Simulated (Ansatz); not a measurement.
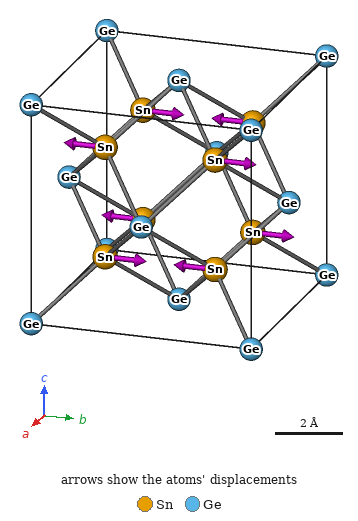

The lowest optical mode of solid Sn₂Ge (a generated structure), space group Fm-3m (No. 225), at the zone centre. Displacements are drawn as purple arrows; their common scale and sign are arbitrary. Style: ball-and-stick. Shown: the conventional cell (4 times the calculation's cell), from a free direction. Lengths and directions refer to the drawn axes.

Computed with Ansatz 0.2.0, DFT PBE, scalar-relativistic, plane waves, PAW. (plane-wave cutoff 420 eV; k-point mesh 12 × 12 × 12; occupations fermi dirac; smearing width 0.15 eV; no spin polarisation)

The frequencies depend somewhat on the k-mesh and the smearing.

**Is this crystal at a minimum with respect to the drawn distortion?**

Yes: this softest mode has a real frequency, and so have all others here. That speaks for this wave vector alone: the rest of the zone wasn't checked in this run. This is the T₂g mode (triply degenerate; one member of the set is drawn) at 2.48 THz, the lowest optical level, Raman-active by symmetry. The Ge atoms stay at rest; all motion is along b; atoms of one kind move against one another, with no net shift of their sublattice.
